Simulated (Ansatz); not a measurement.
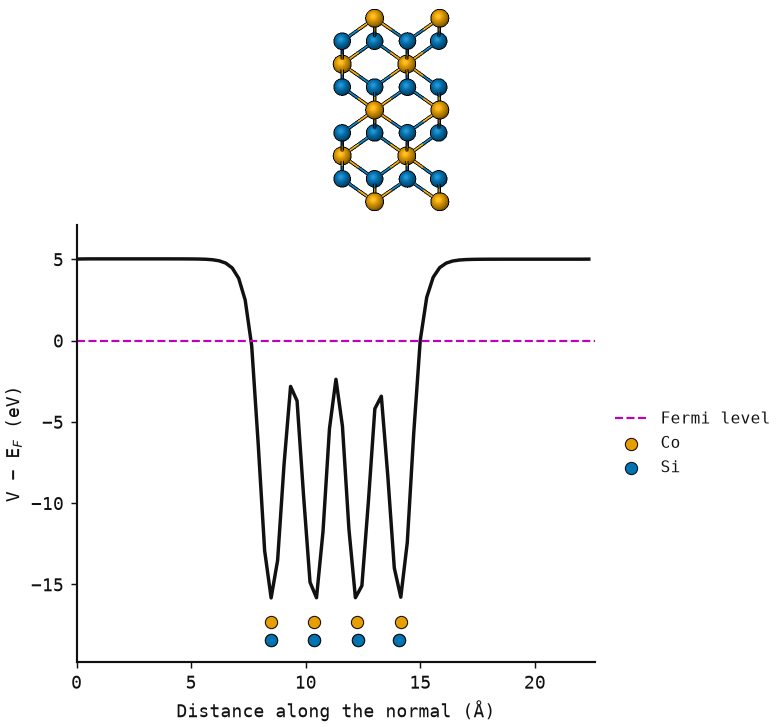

Plane-averaged electrostatic potential energy of an electron across the slab; circles at the bottom mark the heights of the atoms (positions after relaxation). The structure is drawn too.

The Ansatz input:

```
crystal:
  lattice:
    - [3.7565103784, 0.0, 0.0]
    - [0.0, 5.3125079244, 0.0]
    - [0.0, 0.0, 22.6347655676]
  atoms:
    - { symbol: Co, position: [0.5, 0.5, 0.3755285194] }
    - { symbol: Si, position: [0.0, 0.75, 0.3755285194] }
    - { symbol: Si, position: [0.0, 0.25, 0.3755285194] }
    - { symbol: Co, position: [0.0, 0.0, 0.4585095065] }
    - { symbol: Si, position: [0.5, 0.25, 0.4585095065] }
    - { symbol: Si, position: [0.5, 0.75, 0.4585095065] }
    - { symbol: Co, position: [0.5, 0.5, 0.5414904935] }
    - { symbol: Si, position: [0.0, 0.75, 0.5414904935] }
    - { symbol: Si, position: [0.0, 0.25, 0.5414904935] }
    - { symbol: Co, position: [0.0, 0.0, 0.6244714806] }
    - { symbol: Si, position: [0.5, 0.25, 0.6244714806] }
    - { symbol: Si, position: [0.5, 0.75, 0.6244714806] }
basis:
  ecutwfc: 420
kpoints:
  mp_grid: { grid: [8, 6, 1] }
hamiltonian:
  xc: pbesol
scf:
  occupations: { method: gaussian, width: 0.1 }
output:
  forces: true
  eigenvalues: true
  write_density: true
  write_potential: true
  elf: true
  volumetric_format: npy
relax:
  adjacent_minimum: "off"
  f_tol: 0.03
  max_steps: 70
  constraints: [{ sites: [0, 1, 2, 3, 4, 5] }]
efield:
  axis: 3
  dipole_correction: true
  ramp_width: 0.04
```

Launched with:
```bash
ansatz run input.yaml --threads 2 --pin off --max-ram 5120MiB --backend cpu --events-out ev --progress --plain --runs-dir out
```

Question: What is the work function?

Answer: The work function is 5.01 eV, the same on both faces. The two vacuum levels agree, so the slab has no net dipole along its normal.

Question: How thick are slab and vacuum?

Answer: The outermost atoms are 5.7 Å apart, which leaves 17.0 Å of vacuum in a cell 22.6 Å high.

The run has no spin polarisation, so a magnetic state may lie lower.
